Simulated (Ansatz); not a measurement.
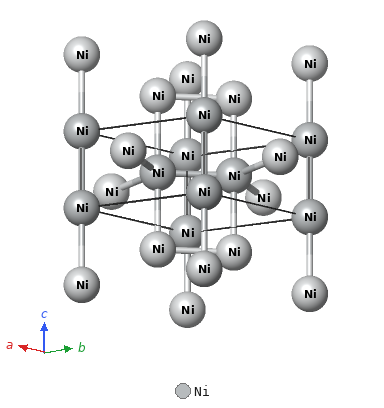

Drawn in the ball-and-stick manner and seen from a general direction. The frame is the conventional unit cell; atoms at its boundary are shown with their periodic copies. Atoms of adjacent cells appear where they bond to atoms in the box, in fainter colours.

Write a short crystallographic description.

The element is nickel. It is primitive hexagonal, space group P6/mmm (No. 191). The structure is of the kind named ω phase (AlB₂-like). The cell holds three atoms. With the bonds drawn, the coordination numbers are Ni 2 to 5 (mean 4.0). Not all metal-metal contacts are counted.

The structure comes from a textbook structure type filled with this element (whether it is the usual form wasn't checked). What is shown is the relaxed result from DFT r2SCAN, scalar-relativistic, plane waves, PAW (Ansatz 0.2.0).
